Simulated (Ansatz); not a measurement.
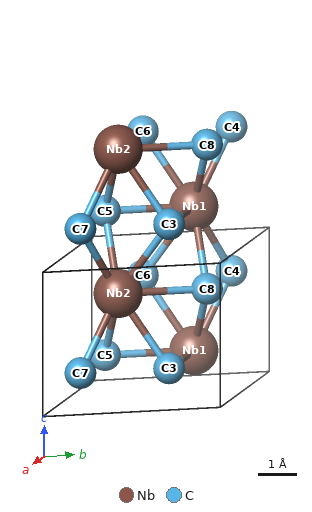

This is the input geometry for a relaxation of solid NbC3 (built on the Ni3Sn (D0_19)_194 type) (coarse preliminary run). A ball-and-stick model of the cell of the calculation, repeated 1 × 1 × 2 with one cell outlined, seen slightly off an axis.

Case: Ni3Sn (D0_19) type (P6_3/mmc, No. 194).

Method: DFT PBE, scalar-relativistic, plane waves, PAW (Ansatz).

The input:
```yaml
crystal:
  lattice:
    - [4.8284613056, 0.0, 0.0]
    - [-2.4142306528, 4.1815701518, 0.0]
    - [0.0, 0.0, 3.8755851922]
  atoms:
    - { symbol: Nb, position: [0.3333333333, 0.6666666667, 0.25] }
    - { symbol: Nb, position: [0.6666666667, 0.3333333333, 0.75] }
    - { symbol: C, position: [0.833, 0.666, 0.25] }
    - { symbol: C, position: [0.167, 0.833, 0.75] }
    - { symbol: C, position: [0.334, 0.167, 0.25] }
    - { symbol: C, position: [0.167, 0.334, 0.75] }
    - { symbol: C, position: [0.833, 0.167, 0.25] }
    - { symbol: C, position: [0.666, 0.833, 0.75] }
basis:
  ecutwfc: 420
kpoints:
  mp_grid: { grid: [6, 6, 4] }
hamiltonian:
  xc: pbe
scf:
  occupations: { method: gaussian, width: 0.1 }
  lower_state_search: "off"
output:
  forces: true
  stress: true
  eigenvalues: true
relax:
  adjacent_minimum: "off"
  f_tol: 0.04
  max_steps: 70
  cell: { stress_tol: 0.4 }
```

Run as
```bash
ansatz run input.yaml --threads 1 --pin off --max-ram 2560MiB --backend cpu --events-out ev --progress --plain --runs-dir out
```

Where does the relaxation end?

The largest moves relative to the cell, 0.41 Å, are those of C3, C4, C5, C6, C7 and C8. C4 goes along [−1 1 0]. Nb stays in place. Cell: a = b 4.828 → 4.321 Å (−10.5 %), c 3.876 → 5.231 Å (+35.0 %). Volume +8.1 %. Near-neighbour distances that change, for instance: C3–C5 2.419 → 1.453 Å, Nb1–C4 2.385 → 3.096 Å, Nb1–C3 2.414 → 2.199 Å. New bonds form: C3–C5 (2.42 → 1.45 Å), C3–C7 (2.42 → 1.45 Å), C4–C6 (2.42 → 1.45 Å), C4–C8 (2.42 → 1.45 Å). Bond angles that change, for instance: C3–Nb1–C7 59.9° → 81.4°, Nb1–C3–Nb1 179.9° → 158.6°, C3–Nb1–C3 179.9° → 158.6°. The space group stays P6_3/mmc (No. 194). Over 13 accepted moves (15 points after the start) the energy falls by 977 meV per atom. Largest force component: 0.11 eV/Å at the start, 0.0014 eV/Å at the end. Pressure: −17.85 GPa at the start and 0.11 GPa at the end. The SCF was repeated twice at an unchanged geometry on a basis and grid sized afresh for the cell, which shifted the energy by 41.8 meV per atom at most.

The structure at the end:

```
CELL_PARAMETERS angstrom
4.32135 0.00000 0.00000
-2.16067 3.74240 0.00000
0.00000 0.00000 5.23129
ATOMIC_POSITIONS crystal
Nb 0.33333 0.66667 0.25000
Nb 0.66667 0.33333 0.75000
C 0.88790 0.77580 0.25000
C 0.11210 0.88790 0.75000
C 0.22420 0.11210 0.25000
C 0.11210 0.22420 0.75000
C 0.88790 0.11210 0.25000
C 0.77580 0.88790 0.75000
```

After the run, drawn alike:

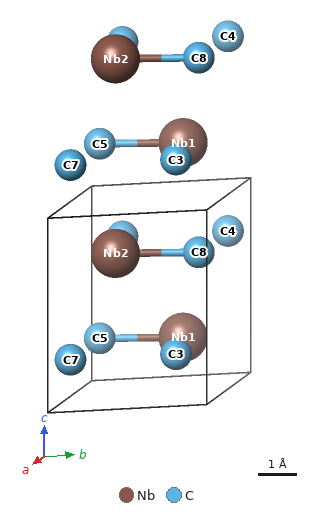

Limits of the set-up: the k-point mesh is coarse for a cell with partly filled bands.
